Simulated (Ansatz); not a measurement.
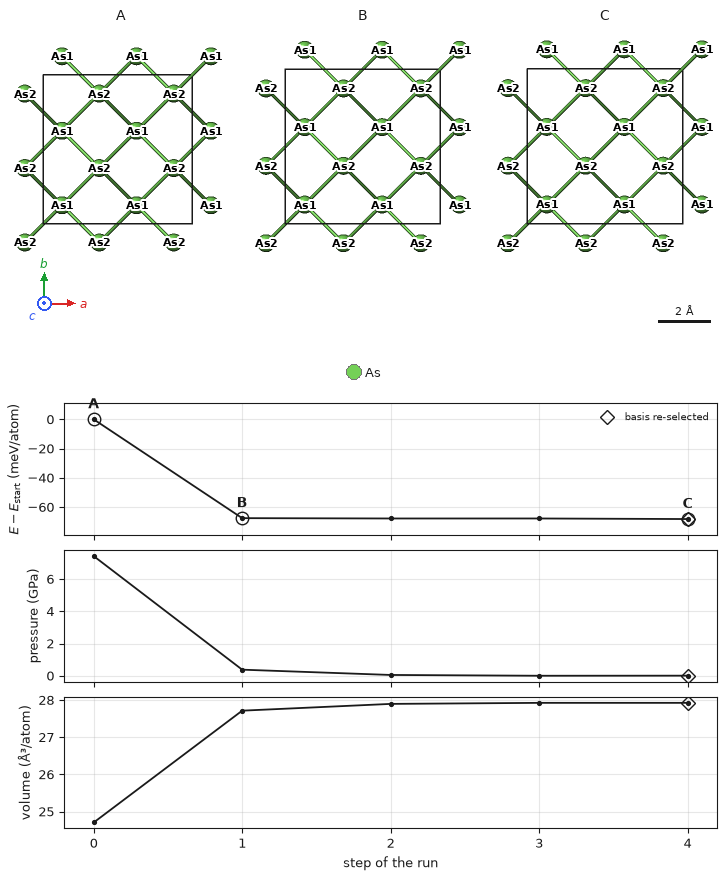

Frames of a relaxation of a crystal of As (a generated structure, set up in Fd-3m), marked on the history of the run. A ball-and-stick model of the conventional cell (4 times the calculation's cell), seen along the c axis. Lengths and directions refer to the drawn axes.

Phase: diamond.

Theory: DFT, r2SCAN, plane waves (500 eV) with PAW, scalar-relativistic (Ansatz 0.2.0). (plane-wave cutoff 500 eV; k-point mesh 9 × 9 × 9; occupations fermi dirac; smearing width 0.1 eV; no spin polarisation; cell and atoms relaxed; force threshold 0.01 eV/Å; at most 60 steps)

**Describe the path.**

After 3 accepted moves (4 points after the start) the energy has fallen by 68.2 meV per atom. All forces vanish by symmetry, so only the cell relaxes. Pressure: 7.42 GPa at the start and 0.01 GPa at the end. The SCF was repeated once at an unchanged geometry on a basis and grid sized afresh for the cell, which shifted the energy by 0.4 meV per atom at most. The atoms keep their places relative to the cell (all moves are under 0.005 Å). The drawn cell changes as follows: a = b = c 5.825 → 6.068 Å (+4.2 %); the volume changes by +13.0 %. Some distances before and after: As1–As2 2.522 → 2.627 Å. The space group stays Fd-3m (No. 227). From step 0 to 1: volume +12.2 %, energy −67.6 meV per atom. From step 1 to 4: volume +0.8 %, energy −0.6 meV per atom.

```json
{"step": "0", "E − E(0), meV/atom": "0.00", "pressure, GPa": "7.42", "volume, Å³/atom": "24.706", "note": ""}
{"step": "1", "E − E(0), meV/atom": "-67.58", "pressure, GPa": "0.38", "volume, Å³/atom": "27.715", "note": ""}
{"step": "2", "E − E(0), meV/atom": "-67.80", "pressure, GPa": "0.05", "volume, Å³/atom": "27.897", "note": ""}
{"step": "3", "E − E(0), meV/atom": "-67.80", "pressure, GPa": "0.00", "volume, Å³/atom": "27.925", "note": ""}
{"step": "4", "E − E(0), meV/atom": "-68.19", "pressure, GPa": "0.01", "volume, Å³/atom": "27.925", "note": "same geometry, new basis"}
```
